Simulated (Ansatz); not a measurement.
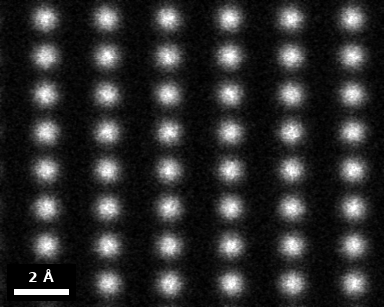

HAADF-like image of a crystal. Simulated incoherent Z contrast: every atom adds Z^1.8 spread by a probe of 0.64 Å full width; channelling and multiple scattering are left out. The probe carries 25 % of its weight in a tail 2.5 times as wide. Shot noise and a slight drift were added.

Q: Measure the repeat of the pattern.

A: The pattern repeats on a rectangular net of 1.4 × 2.2 Å.

Q: What is the plane group of the image?

A: p2mm: mirror lines in two perpendicular directions, with twofold points where they cross.

Q: How many columns does the smallest repeating cell hold, and how many levels of brightness?

A: 1 column in the primitive cell of 3.1 Å², all of one brightness.

The crystal is Ir (P6_3/mmc, No. 194) seen along [210]. Structure used: the input geometry of an electronic-structure calculation (not necessarily at equilibrium); the starting structure was generated, so it need not be a known form of this composition.
